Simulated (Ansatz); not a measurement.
## As: 6 runs along one coordinate

System: As (4 atoms in the cell).
Method: DFT, LDA (PW92), plane waves (420 eV) with PAW, scalar-relativistic, no spin polarisation (Ansatz 0.2.0).

The 6 runs differ only in the geometry, by an even scaling of the cell at fixed fractional positions.

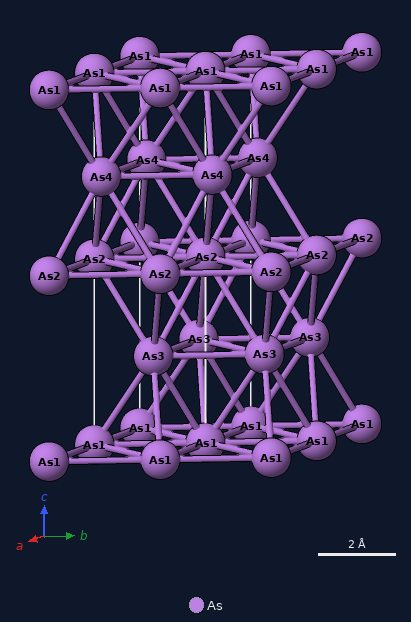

Figure 1. The structure of run 4 (ball-and-stick view of the cell of the calculation, repeated 2 × 2 × 1, seen slightly off an axis; atoms are numbered from 1 in the order of the input).

### Input of run 4
```yaml
crystal:
  lattice:
    - [2.9169839469, 0.0, 0.0]
    - [-1.4584919734, 2.5261822005, 0.0]
    - [0.0, 0.0, 9.8361270019]
  atoms:
    - { symbol: As, position: [1.0, 1.0, 1.0] }
    - { symbol: As, position: [1.0, 0.0, 0.5] }
    - { symbol: As, position: [0.3333333333, 0.6666666667, 0.25] }
    - { symbol: As, position: [0.6666666667, 0.3333333333, 0.75] }
hamiltonian:
  xc: lda
  pseudopotentials:
    kind: paw
    azcp:
      As: "pseudopotentials/As.paw.azcp"
basis:
  ecutwfc: 420
  fft_grid_basis: typed
kpoints:
  mp_grid: { grid: [14, 14, 4], shift: [0, 0, 0] }
magnetization:
  spin_polarized: false
scf:
  occupations: { method: fermi_dirac, width: 0.1 }
  lower_state_search: "off"
output:
  stress: true
```

Command:
```bash
ansatz run input.yaml --threads 2 --pin off --max-ram 5120MiB --backend cpu --events-out ev --progress --plain --runs-dir out
```

Run 2 differs from it as follows:
```diff
-    - [2.9169839469, 0.0, 0.0]
-    - [-1.4584919734, 2.5261822005, 0.0]
-    - [0.0, 0.0, 9.8361270019]
+    - [2.837025993, 0.0, 0.0]
+    - [-1.4185129965, 2.4569365812, 0.0]
+    - [0.0, 0.0, 9.5665072153]
```

### Results, with one run withheld

| run | volume per atom (Å³) | free energy per atom, from the lowest run given (meV) | pressure (GPa) |
| --- | --- | --- | --- |
| 1 | 15.946 | 94.76 | 15.88 |
| 2 | 16.671 | ? | ? |
| 3 | 17.395 | 8.43 | 4.06 |
| 4 | 18.120 | 0.00 | −0.18 |
| 5 | 18.845 | 8.78 | −3.58 |
| 6 | 19.570 | 31.42 | −6.33 |

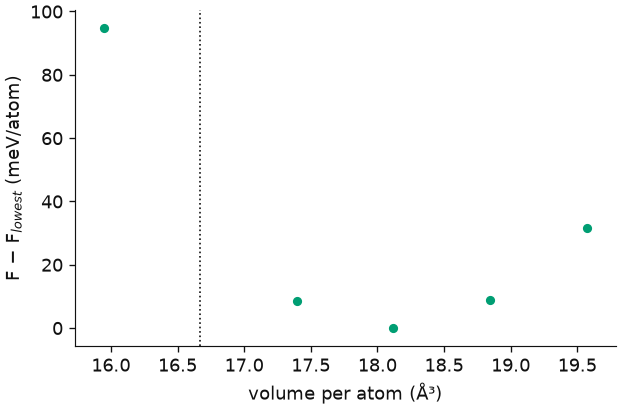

Figure 2. Free energy per atom of the runs given; the dotted line marks run 2.

What should run 2 give?

A cubic polynomial in V^(−2/3) (the Birch–Murnaghan form), fitted to the 5 runs given, misses them by under 0.01 meV per atom. With x = V^(−2/3) − 0.14613 Å⁻², it reads F = 0.55333 + 1150.8 x + 5.7821e+05 x² + 8.4837e+05 x³ (meV per atom). At run 2 it gives 38.23 meV per atom, and the run itself gives 38.27. The slope of the fit gives a pressure −dF/dV of 9.32 GPa there, and the run prints 9.33 GPa. The fit has its minimum at 18.086 Å³ per atom, where V d²F/dV² gives 95.5 GPa. Cell shape and fractional positions are held, so this is the stiffness under even scaling; the relaxed bulk modulus wasn't computed.

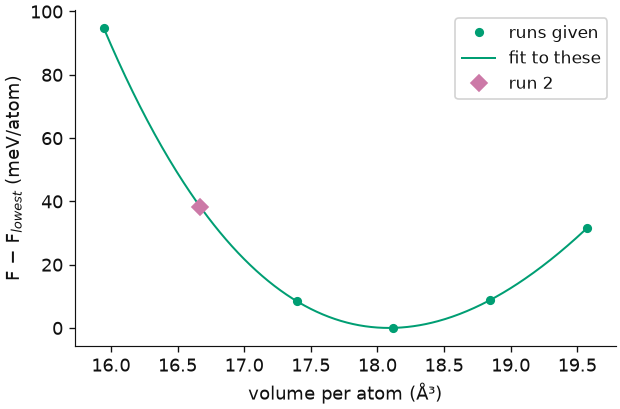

Figure 3. The fit and the withheld run.

### Output, shortened to warnings, some set-up lines, iterations and results (run 2)
```
Warning: [file] the record states the generating functional pbe (its physics header spells it `PBE`), which answers neither for hamiltonian.xc's functional nor for the lda family's — results may be inconsistent (PPs are generated against a specific XC)
Basis set: ecut = 420 eV, 1303 PW (Γ)
Symmetry: 24 space group operations
k-points: 72 of 784
Initial density: superposition of atomic densities (neutral atoms: chi_scale 0, normalization atom), corrected by the library's trained network
[...]
SCF iter   1: F=—  HF=-19092.706060 eV  |F-HF|=—  |Δ(HF+E_count)|=         —  Δρ=6.14e-3  dr2=1.46e-2  ethr=1.77e-3  ⟨swp⟩=5.3  Hψ=8995  notcnv=0
SCF iter   2: F=—  HF=-19092.700695 eV  |F-HF|=—  |Δ(HF+E_count)|=   5.37e-3  Δρ=3.69e-3  dr2=6.13e-3  ethr=2.43e-5  ⟨swp⟩=1.0  Hψ=3098  notcnv=0
SCF iter   3: F=—  HF=-19092.698177 eV  |F-HF|=—  |Δ(HF+E_count)|=   2.52e-3  Δρ=5.20e-4  dr2=1.87e-4  ethr=1.02e-5  ⟨swp⟩=2.0  Hψ=3196  notcnv=0
SCF iter   4: F=—  HF=-19092.698048 eV  |F-HF|=—  |Δ(HF+E_count)|=   1.30e-4  Δρ=1.13e-4  dr2=6.33e-6  ethr=3.11e-7  ⟨swp⟩=3.0  Hψ=4932  notcnv=0
SCF iter   5: F=—  HF=-19092.698046 eV  |F-HF|=—  |Δ(HF+E_count)|=   1.51e-6  Δρ=3.33e-5  dr2=8.56e-7  ethr=1.05e-8  ⟨swp⟩=2.0  Hψ=4641  notcnv=0
SCF iter   6: F=—  HF=-19092.698044 eV  |F-HF|=—  |Δ(HF+E_count)|=   1.62e-6  Δρ=1.39e-5  dr2=1.05e-7  ethr=1.43e-9  ⟨swp⟩=2.0  Hψ=4660  notcnv=0
SCF iter   7: F=-19092.698044 eV  HF=-19092.698045 eV  |F-HF|=2.90e-8  |Δ(HF+E_count)|=   2.97e-8  Δρ=4.62e-6  dr2=1.04e-8  ethr=1.67e-10  ⟨swp⟩=3.9  Hψ=8070  notcnv=0
SCF 1 converged in 7 iterations: F = -19092.698044 eV  dr2 = 1.04e-8
SCF converged after 7 iterations
Free energy (F): -19092.698044 eV
Harris-Foulkes:  -19092.698045 eV  (|F-HF|=2.90e-8)
Internal energy: -19092.639839 eV  (E = F + TS)
E sigma→0 (E₀):  -19092.668942 eV
Entropy (-TS):   -0.058205 eV (-14.551 meV/atom)
Fermi energy:    14.716253 eV
--- Per-component energies (eV) ---
  E_band       = -708.989073
  E_kinetic    = 420.330976
  E_local      = -5346.972022  (includes V_loc(G=0)·N_el)
  E_nonlocal   = -2662.745268
  E_hartree    = 3145.212843
  E_xc         = -321.655181
  E_vxc        = -325.443072  (∫ρ·V_xc dr)
  E_paw        = -7009.945607  (= ΣΔE_a)
  E_vpaw       = 915.407237  (= ΣTr[D̂ρ^β])
  E_aug_tail   = 0.000046  (compensation charges beyond the density's cutoff)
  E_ewald      = -7325.166548
  E_core_change = 8.300920  (= ΣΔE_core)
  E_smearing   = -0.058205  (= −TS)
  E_closure    = 0.000000  (closes the sum)
  Σ components = -19092.698044   (vs F -19092.698044, Δ=0.00e0)
--- Stress (GPa, compression-positive) ---
        9.052546       0.000000       0.000000
        0.000000       9.052546       0.000000
        0.000000       0.000000       9.880923
  P = ⅓ Tr σ = 9.3287 GPa (93.287 kbar)
```

Warnings of the run: the PAW datasets were made with another functional.
